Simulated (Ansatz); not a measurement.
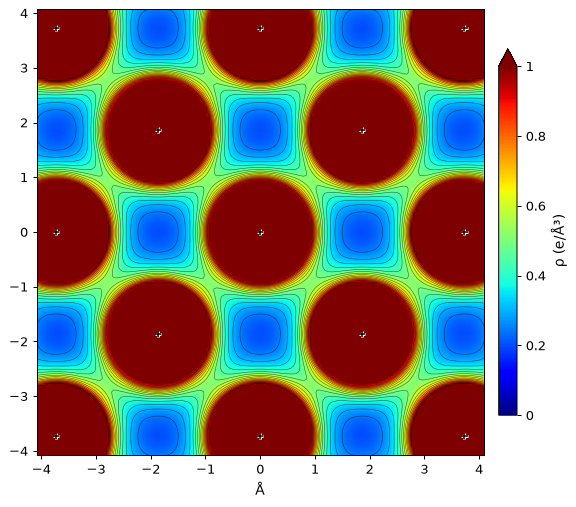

The valence electron density on a plane through atoms (crosses mark nuclei in the plane).

Level of theory: Ansatz 0.2.0, DFT PBE, scalar-relativistic, plane waves, PAW.

Candidates:
A. La₂O₃, a = 3.94 Å, b = 3.94 Å, c = 6.14 Å, α = 90.00°, β = 90.00°, γ = 120.00°. Space group P-3m1; a generated structure, not necessarily the stable one.
B. Ir, a = 3.73 Å, b = 3.73 Å, c = 3.73 Å, α = 90.00°, β = 90.00°, γ = 90.00°. Space group Fm-3m; a generated structure, not necessarily the stable one; computed pressure about 50 GPa in this cell; computed without spin polarisation.
C. TiN, a = 4.25 Å, b = 4.25 Å, c = 4.25 Å, α = 90.00°, β = 90.00°, γ = 90.00°. Space group Fm-3m; computed without spin polarisation.

### Which system is this?

Candidate B: Ir on the (010) plane of the conventional cell, which holds Ir. Ir–Ir (2.64 Å): the density is about 0.51 e/Å³ at the midpoint.
